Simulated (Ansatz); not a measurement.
## HfO₂: geometry relaxation (part 2 of 2)

HfO₂ (P4₂/nmc, 6 atoms in the cell); DFT PBE, scalar-relativistic, plane waves, PAW, no spin polarisation (Ansatz 0.2.0); cutoff 420 eV, 6×6×4 k-mesh, Gaussian smearing of 0.02 eV. The structure derives from a Materials Project entry.

Geometry of the input (Å; fractional positions):
```
3.6033  0.0000  0.0000
0.0000  3.6033  0.0000
0.0000  0.0000  5.2506
Hf 0.5000  0.5000  0.5000
Hf 0.0000  0.0000  0.0000
O  0.0000  0.5000  0.6950
O  0.5000  0.0000  0.8050
O  0.5000  0.0000  0.3050
O  0.0000  0.5000  0.1950
```

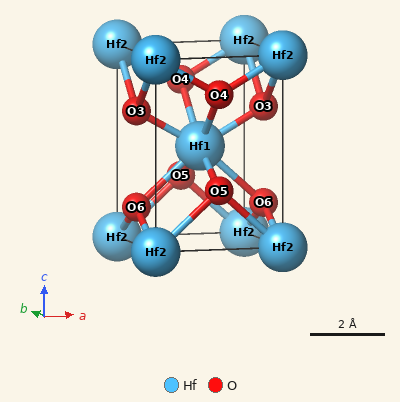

Fig. 1: The geometry at step 3 of the log (ball-and-stick view of the cell of the calculation, seen slightly off an axis; atoms are numbered from 1 in the order of the input).

What the program printed, continued:
```
SCF iter   1: F=—  HF=-33723.038602 eV  |F-HF|=—  |Δ(HF+E_count)|=         —  Δρ=1.19e-4  dr2=5.60e-6  ethr=7.39e-9  ⟨swp⟩=3.0  Hψ=6074  notcnv=0
preconditioner: auto → Resta (q_TF=auto, 2.777 Å⁻¹)  ε∞=5.4  [insulator: Δε(μ)=4.670 eV  Ē_g=18.164 eV  σ=0.020 eV  W_gap=1.00  n_scr=28 (ndim 8)  ℏωp=38.1 eV  f_vac=0.064  D(μ)=0.00/eV (n_scr^D=0)  ε∞_Penn≈5.4]
SCF iter   2: F=—  HF=-33723.038483 eV  |F-HF|=—  |Δ(HF+E_count)|=   1.19e-4  Δρ=6.71e-5  dr2=1.94e-6  ethr=7.37e-9  ⟨swp⟩=2.2  Hψ=1848  notcnv=0
SCF iter   3: F=—  HF=-33723.038483 eV  |F-HF|=—  |Δ(HF+E_count)|=   3.07e-8  Δρ=1.40e-5  dr2=1.17e-7  ethr=2.55e-9  ⟨swp⟩=2.4  Hψ=2510  notcnv=0
SCF iter   4: F=-33723.038483 eV  HF=-33723.038483 eV  |F-HF|=9.36e-9  |Δ(HF+E_count)|=   2.26e-7  Δρ=5.89e-6  dr2=1.24e-8  ethr=9.17e-11  ⟨swp⟩=5.0  Hψ=5326  notcnv=0
SCF 5 converged in 4 iterations: F = -33723.038483 eV  dr2 = 1.24e-8
relax step   5: F+E_penalty+E_count = -33723.03848283 eV  Δ(F+E_penalty+E_count) = +2.218e-5 eV  max|allowed force component| = 1.092e-5 eV/Å  Δτ_max = 0.0007 Å  P = +0.000 GPa  Ω = 68.384 Å³  energy of the carried Pulay correction = -1.016e-3 eV  (4 SCF iters, dr2 threshold 6.97e-8 eV, accepted)
Initial wavefunctions: pseudopotential atomic-orbital guess (no wavefunctions were taken with the density)
iter 1 solved again at ethr=9.02e-8 eV; its pass at ethr=3.10e-3 eV (dr2=6.85e-5 eV) is discarded
SCF iter   1: F=—  HF=-33723.039874 eV  |F-HF|=—  |Δ(HF+E_count)|=         —  Δρ=1.14e-4  dr2=3.62e-7  ethr=9.02e-8  ⟨swp⟩=3.2  Hψ=8256  notcnv=0
preconditioner: auto → Resta (q_TF=auto, 2.777 Å⁻¹)  ε∞=5.4  [insulator: Δε(μ)=4.671 eV  Ē_g=18.164 eV  σ=0.020 eV  W_gap=1.00  n_scr=28 (ndim 8)  ℏωp=38.1 eV  f_vac=0.064  D(μ)=0.00/eV (n_scr^D=0)  ε∞_Penn≈5.4]
SCF iter   2: F=—  HF=-33723.039811 eV  |F-HF|=—  |Δ(HF+E_count)|=   6.30e-5  Δρ=5.82e-5  dr2=1.35e-7  ethr=4.77e-10  ⟨swp⟩=2.1  Hψ=2514  notcnv=0
SCF iter   3: F=—  HF=-33723.039827 eV  |F-HF|=—  |Δ(HF+E_count)|=   1.60e-5  Δρ=2.51e-5  dr2=1.85e-8  ethr=1.78e-10  ⟨swp⟩=2.0  Hψ=2021  notcnv=0
SCF iter   4: F=—  HF=-33723.039831 eV  |F-HF|=—  |Δ(HF+E_count)|=   3.57e-6  Δρ=1.68e-6  dr2=9.14e-10  ethr=2.44e-11  ⟨swp⟩=2.0  Hψ=2280  notcnv=0
SCF iter   5: F=—  HF=-33723.039831 eV  |F-HF|=—  |Δ(HF+E_count)|=   3.54e-9  Δρ=7.11e-7  dr2=1.29e-10  ethr=1.20e-12  ⟨swp⟩=2.0  Hψ=2430  notcnv=0
SCF iter   6: F=-33723.039831 eV  HF=-33723.039831 eV  |F-HF|=7.28e-12  |Δ(HF+E_count)|=   1.43e-9  Δρ=1.50e-7  dr2=1.04e-11  ethr=1.00e-12  ⟨swp⟩=4.7  Hψ=5205  notcnv=0
SCF 6 converged in 6 iterations: F = -33723.039831 eV  dr2 = 1.04e-11
relax step   6: F+E_penalty+E_count = -33723.03983087 eV  Δ(F+E_penalty+E_count) = -1.348e-3 eV  max|allowed force component| = 6.444e-5 eV/Å  Δτ_max = 0.0000 Å  P = +0.023 GPa  Ω = 68.384 Å³  stress off target by 2.44e-2 GPa  SCF on the basis re-selected at this cell (its energy is not comparable with the rows above)  (6 SCF iters)
basis re-selected at this cell: Δ(F+E_penalty+E_count) = -1.348e-3 eV, ΔP = +0.023 GPa vs the last step (what re-selecting the basis moved, of the pressure what is left beyond the Pulay correction that the steps carried, after the strain that the cell walked since its last selection, with what the two solves' SCF thresholds leave and, on support functions, any second-order correction that the steps lacked; it is no measure of the basis error at this ecutwfc). This SCF's stress stands 2.44e-2 GPa from its target on what of the cell is left free (relax.cell.stress_tol is 5.00e-2 GPa) and its largest allowed force component is 6.44e-5 eV/Å (relax.f_tol is 5.00e-3 eV/Å): within both
SCF converged after 6 iterations
Free energy (F): -33723.039831 eV
Harris-Foulkes:  -33723.039831 eV  (|F-HF|=7.28e-12)
Internal energy: -33723.039831 eV  (E = F + TS)
E sigma→0 (E₀):  -33723.039831 eV
Fermi energy:    16.692332 eV
--- Per-component energies (eV) ---
  E_band       = 29.813459
  E_kinetic    = 1541.952118
  E_local      = -11845.003755  (includes V_loc(G=0)·N_el)
  E_nonlocal   = -2294.352466
  E_hartree    = 5413.573131
  E_xc         = -895.060482
  E_vxc        = -908.937190  (∫ρ·V_xc dr)
  E_paw        = -14485.882074  (= ΣΔE_a)
  E_vpaw       = 2708.998261  (= ΣTr[D̂ρ^β])
  E_aug_tail   = 0.010032  (compensation charges beyond the density's cutoff)
  E_ewald      = -11158.276335
  E_smearing   = -0.000000  (= −TS)
  E_closure    = 0.000000  (closes the sum)
  Σ components = -33723.039831   (vs F -33723.039831, Δ=0.00e0)
--- Forces (eV/Å), atoms counted from 1 ---
  atom   1  Hf    -0.00000000     0.00000000    -0.00000000
  atom   2  Hf     0.00000000     0.00000000     0.00000000
  atom   3  O     -0.00000000     0.00000000     0.00006444
  atom   4  O      0.00000000     0.00000000    -0.00006444
  atom   5  O     -0.00000000     0.00000000    -0.00006444
  atom   6  O      0.00000000     0.00000000     0.00006444
  max |Σ_I F_I| component: 4.16e-17 eV/Å
--- Stress (GPa, compression-positive) ---
        0.021957       0.000000      -0.000000
        0.000000       0.021957       0.000000
       -0.000000       0.000000       0.024441
  P = ⅓ Tr σ = 0.0228 GPa (0.228 kbar)
--- Band table (eV; the first three rows and the last of 30) ---
  k-point 0: bands = ["-45.9749", "-45.9617", "-14.9666", "-14.6364", "-14.6364", "-14.6068", "-14.5438", "-14.5438", "-3.5120", "-1.9982", "-1.7607", "-1.2804", "4.1394", "4.1394", "4.1434", "4.1487", "4.1487", "4.1682", "4.1752", "4.1797", "4.1797", "4.1899", "4.1936", "4.1936", "4.1963", "4.3439", "9.3014", "9.7975", "10.0134", "10.0134", "11.8268", "11.8268", "13.0211", "13.0211", "13.5781", "14.2054", "14.2934", "14.2934", "19.0275", "19.0471", "20.1962", "20.3706", "20.7009", "21.6875", "23.1453", "23.1453"]
  k-point 1: bands = ["-45.9730", "-45.9637", "-14.9173", "-14.6631", "-14.6230", "-14.6230", "-14.5574", "-14.5574", "-3.2868", "-2.0693", "-1.8940", "-1.3729", "4.1408", "4.1408", "4.1443", "4.1505", "4.1505", "4.1713", "4.1782", "4.1782", "4.1803", "4.1867", "4.1915", "4.1915", "4.1948", "4.3104", "9.8115", "10.1634", "10.1634", "10.3444", "11.3563", "11.3563", "12.7594", "13.3497", "13.3834", "13.3834", "14.3249", "14.3249", "19.2129", "19.3326", "20.1419", "20.2327", "21.3306", "22.5166", "23.2418", "23.2418"]
  k-point 2: bands = ["-45.9683", "-45.9683", "-14.7937", "-14.7937", "-14.5926", "-14.5926", "-14.5879", "-14.5879", "-2.7128", "-2.7128", "-1.6338", "-1.6338", "4.1427", "4.1427", "4.1520", "4.1520", "4.1559", "4.1559", "4.1770", "4.1770", "4.1790", "4.1790", "4.1890", "4.1890", "4.2454", "4.2454", "10.4722", "10.4722", "10.8313", "10.8313", "11.1487", "11.1487", "11.7252", "11.7252", "13.6419", "13.6419", "14.3571", "14.3571", "19.6469", "19.6469", "19.9586", "19.9586", "22.7375", "22.7375", "23.4736", "23.4736"]
  k-point 29: bands = ["-45.9592", "-45.9592", "-14.8434", "-14.8434", "-14.8434", "-14.8434", "-14.6921", "-14.6921", "-1.6820", "-1.6820", "-1.6820", "-1.6820", "4.1328", "4.1328", "4.1390", "4.1390", "4.1517", "4.1517", "4.1517", "4.1517", "4.1588", "4.1588", "4.2045", "4.2045", "4.2045", "4.2045", "10.0255", "10.0255", "10.0700", "10.0700", "12.5321", "12.5321", "12.5321", "12.5321", "12.9033", "12.9033", "14.2832", "14.2832", "20.1746", "20.1746", "20.5964", "20.5964", "21.4449", "21.4449", "21.4449", "21.4449"]
--- Relaxed structure (5 steps of the walk, 5 accepted, 1 SCFs on fresh bases) ---
  F+E_penalty+E_count = -33723.03983087 eV   max|allowed force component| = 6.444e-5 eV/Å   (the final SCF, on the basis selected at the relaxed cell)
  cell:  # Å, volume = 68.3843 Å³
    - [3.6043047926368645, 2.1234767165188556e-35, 0.0]
    - [2.1234767165188556e-35, 3.6043047926368645, 0.0]
    - [0.0, 0.0, 5.263967099005732]
  atoms:
    - { symbol: Hf, position: [0.5, 0.5, 0.5000000000000001] }
    - { symbol: Hf, position: [2.01825046750092e-36, 7.394452143861128e-38, 2.753200389458285e-20] }
    - { symbol: O, position: [-3.827716403881062e-37, 0.5, 0.6932521135408256] }
    - { symbol: O, position: [0.5, 1.7833678699900275e-37, 0.8067478864591748] }
    - { symbol: O, position: [0.5, -1.348400096821742e-37, 0.30674788645917456] }
    - { symbol: O, position: [-1.635478827112815e-36, 0.5, 0.19325211354082547] }
```

Trajectory as extended XYZ (Å, eV, eV/Å), 6 frames, from step=1 to step=6:
```
6
Lattice="3.6033 0.0000 0.0000 0.0000 3.6033 0.0000 0.0000 0.0000 5.2506" Properties=species:S:1:pos:R:3:forces:R:3 step=1 energy=-33723.03881 pressure_GPa=0.23
Hf    1.8017    1.8017    2.6253    0.0000   0.0000   0.0000
Hf    0.0000    0.0000    0.0000    0.0000   0.0000   0.0000
O     0.0000    1.8017    3.6492    0.0000   0.0000  -0.0260
O     1.8017    0.0000    4.2267    0.0000   0.0000   0.0260
O     1.8017    0.0000    1.6014    0.0000   0.0000   0.0260
O     0.0000    1.8017    1.0239    0.0000   0.0000  -0.0260
6
Lattice="3.6043 0.0000 0.0000 0.0000 3.6043 0.0000 0.0000 0.0000 5.2589" Properties=species:S:1:pos:R:3:forces:R:3 step=2 energy=-33723.03848 pressure_GPa=-0.12
Hf    1.8021    1.8021    2.6294    0.0000   0.0000   0.0000
Hf    0.0000    0.0000    0.0000    0.0000   0.0000   0.0000
O     0.0000    1.8021    3.6523    0.0000   0.0000  -0.0276
O     1.8021    0.0000    4.2360    0.0000   0.0000   0.0276
O     1.8021    0.0000    1.6066    0.0000   0.0000   0.0276
O     0.0000    1.8021    1.0229    0.0000   0.0000  -0.0276
6
Lattice="3.6054 0.0000 0.0000 0.0000 3.6054 0.0000 0.0000 0.0000 5.2619" Properties=species:S:1:pos:R:3:forces:R:3 step=3 energy=-33723.03834 pressure_GPa=-0.18
Hf    1.8027    1.8027    2.6309    0.0000   0.0000   0.0000
Hf    0.0000    0.0000    0.0000    0.0000   0.0000   0.0000
O     0.0000    1.8027    3.6499    0.0000   0.0000  -0.0103
O     1.8027    0.0000    4.2430    0.0000   0.0000   0.0103
O     1.8027    0.0000    1.6120    0.0000   0.0000   0.0103
O     0.0000    1.8027    1.0189    0.0000   0.0000  -0.0103
6
Lattice="3.6032 0.0000 0.0000 0.0000 3.6032 0.0000 0.0000 0.0000 5.2663" Properties=species:S:1:pos:R:3:forces:R:3 step=4 energy=-33723.03850 pressure_GPa=0.09
Hf    1.8016    1.8016    2.6332    0.0000   0.0000   0.0000
Hf    0.0000    0.0000    0.0000    0.0000   0.0000   0.0000
O     0.0000    1.8016    3.6502    0.0000   0.0000   0.0021
O     1.8016    0.0000    4.2493    0.0000   0.0000  -0.0021
O     1.8016    0.0000    1.6161    0.0000   0.0000  -0.0021
O     0.0000    1.8016    1.0171    0.0000   0.0000   0.0021
6
Lattice="3.6043 0.0000 0.0000 0.0000 3.6043 0.0000 0.0000 0.0000 5.2640" Properties=species:S:1:pos:R:3:forces:R:3 step=5 energy=-33723.03848 pressure_GPa=0.00
Hf    1.8022    1.8022    2.6320    0.0000   0.0000   0.0000
Hf    0.0000    0.0000    0.0000    0.0000   0.0000   0.0000
O     0.0000    1.8022    3.6493    0.0000   0.0000   0.0000
O     1.8022    0.0000    4.2467    0.0000   0.0000   0.0000
O     1.8022    0.0000    1.6147    0.0000   0.0000   0.0000
O     0.0000    1.8022    1.0173    0.0000   0.0000   0.0000
6
Lattice="3.6043 0.0000 0.0000 0.0000 3.6043 0.0000 0.0000 0.0000 5.2640" Properties=species:S:1:pos:R:3:forces:R:3 step=6 energy=-33723.03983 pressure_GPa=0.02
Hf    1.8022    1.8022    2.6320    0.0000   0.0000   0.0000
Hf    0.0000    0.0000    0.0000    0.0000   0.0000   0.0000
O     0.0000    1.8022    3.6493    0.0000   0.0000   0.0001
O     1.8022    0.0000    4.2467    0.0000   0.0000  -0.0001
O     1.8022    0.0000    1.6147    0.0000   0.0000  -0.0001
O     0.0000    1.8022    1.0173    0.0000   0.0000   0.0001
```

Summary:

- outcome: converged
- space group (tolerance 0.01 Å): P4₂/nmc (137)
- electrons treated: 76
- free energy: −33723.0398 eV
- Fermi energy: 16.692 eV
- gap on the k-point mesh: 4.67 eV
- pressure: 0.02 GPa
- final volume: 68.38 Å³
- largest force (length of the vector) at the end: under 0.001 eV/Å
- final cell: a = 3.604 Å, b = 3.604 Å, c = 5.264 Å, α = 90.00°, β = 90.00°, γ = 90.00°
- hardware: 4 threads of Arm Neoverse V1, 24 GiB of memory available, shared host
- wall time: 11 s (CPU time 43 s)
- peak memory: 0.44 GiB

Spin–orbit coupling is left out, which matters for Hf.
